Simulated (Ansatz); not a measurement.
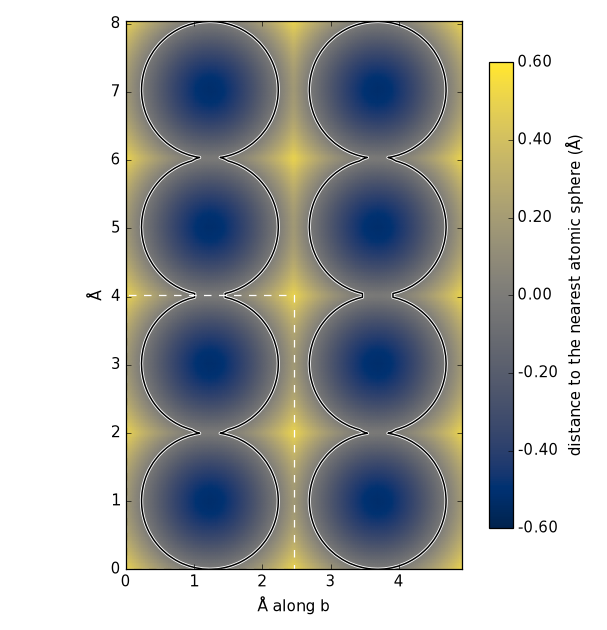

Map of the distance to the nearest atomic sphere in Cu (P6_3/mmc, No. 194), computed on the section x = 0.000 (parallel to b and c; the dashed line is one cell). The black line marks the spheres' surfaces; positive values are empty space; unlabelled circles belong to atoms above or below the section.

Hard-sphere model; touching radii (half the shortest distance): Cu 1.23 Å.

The cell is taken from coordinates from a relaxation at fixed volume with DFT PBE, scalar-relativistic, plane waves, PAW in Ansatz 0.2.0.

```
Cu
1.0
     2.46088    0.00000    0.00000
    -1.23044    2.13119    0.00000
     0.00000    0.00000    4.01859
Cu
2
Direct
  0.33333 0.66667 0.25000
  0.66667 0.33333 0.75000
```

**Where is the largest hole in this section, and how large is it?**

At 0.000, 0.000, 0.000 (fractional), where the distance reaches 0.51 Å; it is enclosed by 6 Cu in an octahedral arrangement. It is the largest hole of the crystal.

**How much of the crystal lies outside the spheres?**

About 26 % of the cell's volume, and 37 % of this section's area.

**What can pass through?**

The largest sphere that fits anywhere has a diameter of 1.02 Å; the largest that can travel through the crystal, about 0.4 Å.
